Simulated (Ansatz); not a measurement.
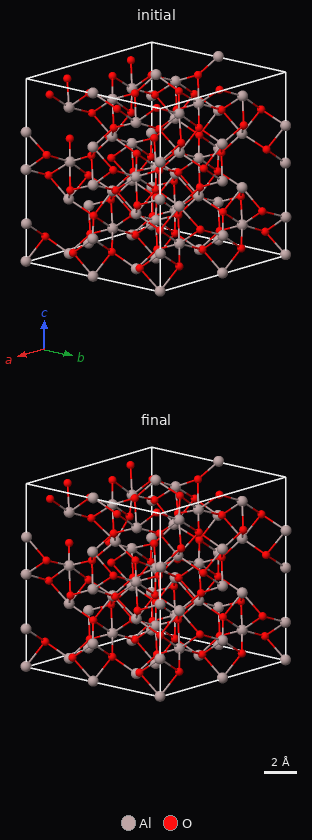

The structure of a defect cell of composition Al₄₇O₇₂ (cell charge −3) before (top) and after (bottom) a relaxation, at one scale.

The picture is a ball-and-stick view of the cell of the calculation (origin shifted), seen from a free direction.

The calculation used DFT, PBEsol, PAW, plane waves (Ansatz). Set-up: plane-wave cutoff 420 eV; k-point mesh 1 × 1 × 1; mesh shifted by (0.25, 0.25, 0.25); no spin polarisation; atoms relaxed in a fixed cell; force threshold 0.03 eV/Å; at most 80 steps.

What changed between the two?

Answer. After 4 geometry steps the energy has fallen by 6.359 eV per cell of the calculation. The largest force component goes from 6.2 to 0.012 eV/Å. The atom that moves furthest is an Al atom (0.26 Å roughly along +c). By element the largest moves are Al 0.26 Å, O 0.16 Å. The lattice vectors keep their values. Among the contacts that change: Al–O 1.956 → 2.131 Å, Al–O 2.007 → 1.836 Å, Al–O 1.822 → 1.987 Å, Al–O 1.937 → 1.772 Å. Bond angles that change, for instance: O–Al–O 84.4° → 103.8°, O–Al–O 86.5° → 103.8°, O–Al–O 159.9° → 176.1°. Cost: 88 s on 7 threads of Arm Neoverse-V2, peak memory 2.5 GiB.

Limits of the set-up: the cell is charged, on a uniform background, and energies carry no finite-size correction.
